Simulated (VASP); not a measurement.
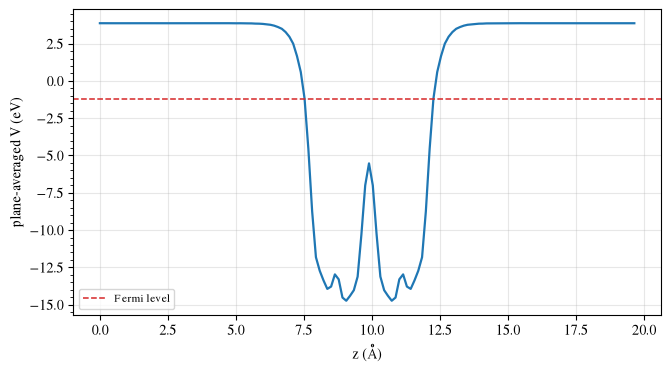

Figure 1: C (slab). Plane average of the electrostatic potential (local pseudopotential plus Hartree) felt by an electron across the slab.

Method: VASP, Kohn-Sham DFT of a periodic cell, PBEsol, VASP PAW PBE potentials, recommended.

Core electrons are frozen (PAW), and the valence fields are smoothed inside the atomic spheres.

```
C
1.0
     2.52207    0.00000    0.00000
    -2.52207    3.56674    0.00000
     0.00000    0.00000   19.78310
C
8
Direct
  0.96928 0.46928 0.41388
  0.28072 0.28072 0.41388
  0.98794 0.98794 0.46499
  0.26206 0.76206 0.46499
  0.98794 0.48794 0.53501
  0.26206 0.26206 0.53501
  0.96928 0.96928 0.58612
  0.28072 0.78072 0.58612
```

Question: How far above the Fermi level of the calculation is the vacuum level?

Answer: 5.0 eV.

Question: How thick is the slab, and how wide the vacuum?

Answer: The outermost nuclei are 3.4 Å apart, in 4 atomic planes; the vacuum between periodic images is 16.4 Å wide.
